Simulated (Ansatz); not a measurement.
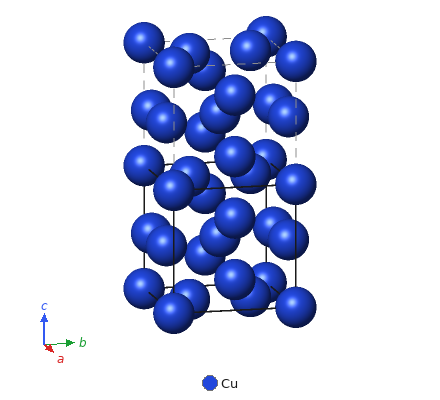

Cu (Pm-3n, No. 223): the geometry relaxed with DFT, PBEsol, plane waves (420 eV) with PAW, scalar-relativistic (Ansatz); the starting structure was generated, so it need not be a known form of this composition.

```
CELL_PARAMETERS angstrom
4.52893 0.00000 0.00000
0.00000 4.52893 0.00000
0.00000 0.00000 4.52893
ATOMIC_POSITIONS crystal
Cu 0.00000 0.00000 0.00000
Cu 0.50000 0.50000 0.50000
Cu 0.25000 0.00000 0.50000
Cu 0.75000 0.00000 0.50000
Cu 0.50000 0.25000 0.00000
Cu 0.50000 0.75000 0.00000
Cu 0.00000 0.50000 0.25000
Cu 0.00000 0.50000 0.75000
```

What will a Z-contrast image along [211] show? Simulated incoherent Z contrast: every atom adds Z^1.8 spread by a probe of 0.51 Å full width; channelling and multiple scattering are left out.

Answer. The columns repeat on a rectangular net of 2.61 × 3.20 Å (plane group p2mg). The brightest columns hold 2 Cu per repeat; in falling brightness follow 1 Cu (about 50 %). Brightness is counted from the darkest point of the image. The closest visible columns (Cu and Cu) are 0.80 Å apart in projection. Along the beam the structure repeats every 11.09 Å.

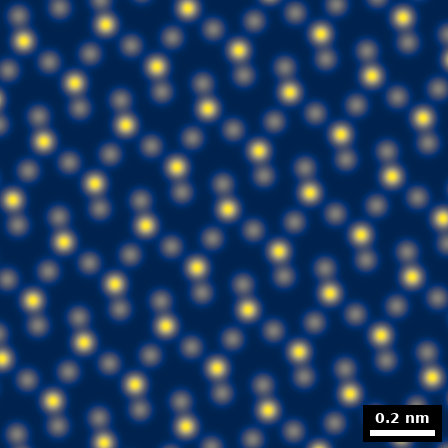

The simulated image.
